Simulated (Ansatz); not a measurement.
# GaN: what the fields show

Input file:

```
crystal:
  lattice:
    - [2.98064, 0.0, 0.0]
    - [-1.49032, 2.58131, 0.0]
    - [0.0, 0.0, 2.68337]
  atoms:
    - { symbol: Ga, position: [0.66667, 0.33333, 0.5] }
    - { symbol: "N", position: [0.0, 0.0, 0.0] }
hamiltonian:
  xc: pbesol
  pseudopotentials: { kind: paw_fr }
magnetization:
  noncollinear: true
  spin_orbit: true
kpoints:
  mp_grid: { grid: [7, 7, 7] }
  band_path:
    path:
      - [[0.0, 0.0, 0.0], [0.5, 0.0, 0.0], [0.3333333333, 0.3333333333, 0.0], [0.0, 0.0, 0.0], [0.0, 0.0, 0.5], [0.5, 0.0, 0.5], [0.3333333333, 0.3333333333, 0.5], [0.0, 0.0, 0.5]]
      - [[0.5, 0.0, 0.5], [0.5, 0.0, 0.0]]
      - [[0.3333333333, 0.3333333333, 0.0], [0.3333333333, 0.3333333333, 0.5]]
    npoints: 14
scf:
  occupations: { method: fermi_dirac, width: 0.05 }
  n_extra_bands: 6
output:
  forces: true
  stress: true
  eigenvalues: true
  fatbands: false
  write_density: true
  write_potential: true
  elf: true
  volumetric_format: npy
```

Run with:

```sh
ansatz run input.yaml --threads 2 --pin off --max-ram 5632MiB --backend cpu --events-out ev --progress --plain --runs-dir out
```

Below, planes, directions and counts refer to the conventional cell (a = 2.98 Å, b = 2.98 Å, c = 2.68 Å, α = 90.00°, β = 90.00°, γ = 120.00°).

Space group P-6m2; a generated structure, not necessarily the stable one; computed pressure about −6 GPa in this cell.

The calculation used Kohn-Sham DFT of a periodic cell, PBEsol, spin-orbit coupling, Ansatz PAW (Ansatz).

The density is the valence pseudo-density of a PAW calculation; it isn't the true density close to the nuclei.

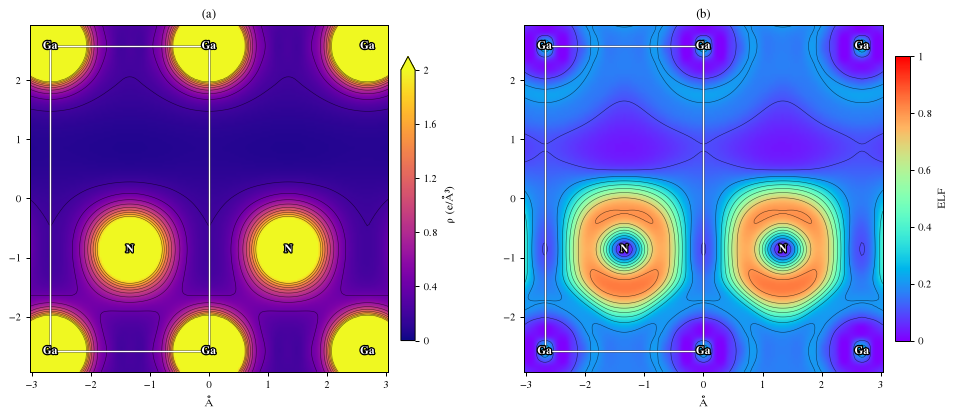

Figure 1. (a) valence electron density; (b) ELF on the (110) plane of the conventional cell.

What does the map show?

The section cuts through Ga and N sites.
Ga–N (2.18 Å): ρ at the midpoint is about 0.46 e/Å³; the ELF peaks at about 0.85 in the valence shell of N, 0.7 Å from its nucleus, and is about 0.35 at the midpoint.
Between the atoms the lowest density in this plane is 0.07 e/Å³.

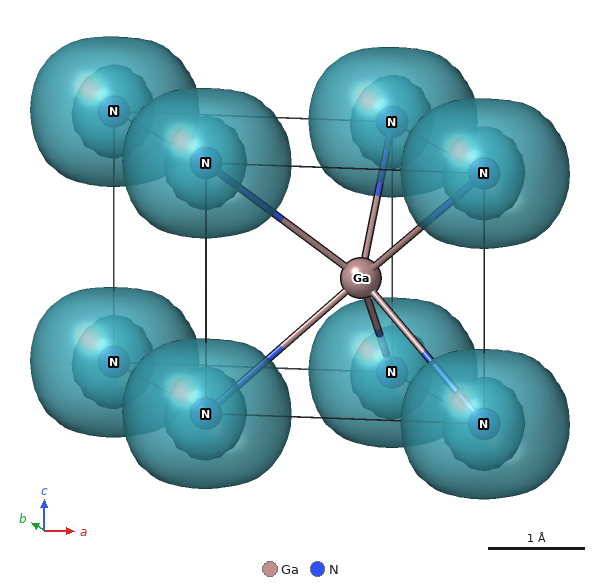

Figure 2. Isosurface of the electron localisation function at 0.7 (cyan), seen slightly off an axis. Only the valence region is drawn (cores and ρ < 0.01 e/Å³ removed). Sticks mark near contacts.

Identify the bonds, lone pairs and shells in this picture.

The surface consists of one region wrapped around N (its valence shell), counted in one cell of 2 atoms. Regions shared between cells count once.

Does the calculation give a band gap?

It is gapless in this calculation (a metal or semimetal).
